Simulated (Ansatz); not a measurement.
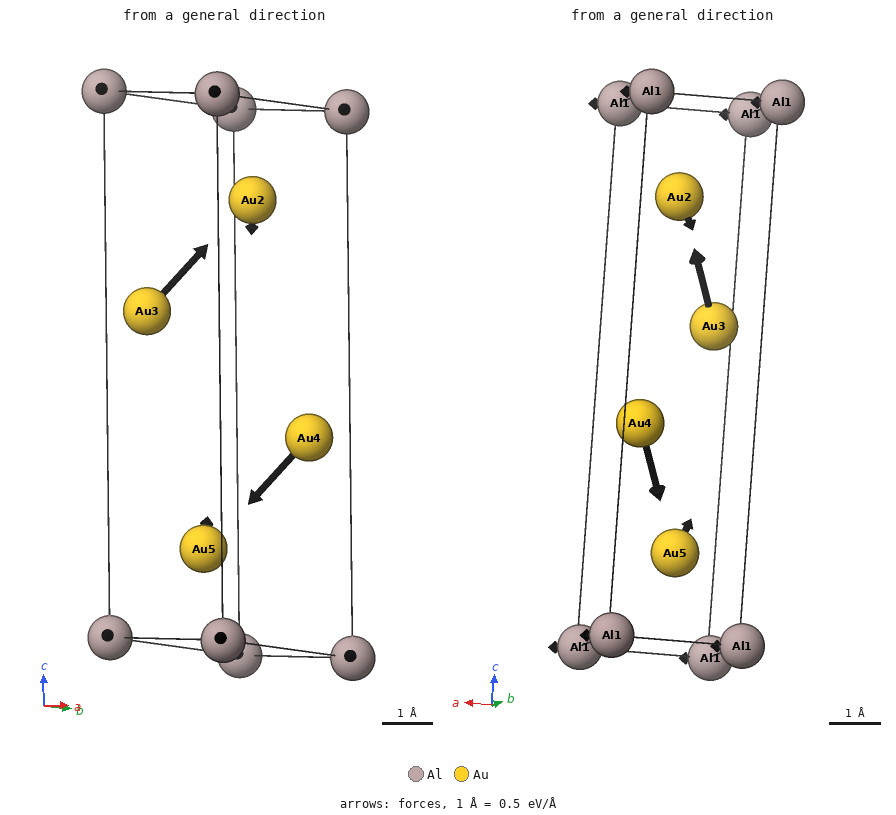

The crystal in a spheres-only representation, seen from two general directions. The edges of the simulation cell are marked. The arrows are the computed forces on the atoms.

System: AlAu4. The numbers come from Ansatz, DFT PBEsol, scalar-relativistic, plane waves, PAW, using wavefunction cutoff 420 eV, 12×12×4 k-mesh, Gaussian smearing of 0.1 eV, no spin polarisation.

**Has this structure been optimised to equilibrium?**

No. The atoms still feel forces of up to about 0.69 eV/Å, far above a usual threshold of 0.01 to 0.03 eV/Å.

**On which atom is the force largest?**

Au3 and Au4, about 0.69 eV/Å.

Its origin is a structure listed in the Materials Project. The cell was then strained or its atoms displaced on purpose. It was run through Ansatz as a DFT input.
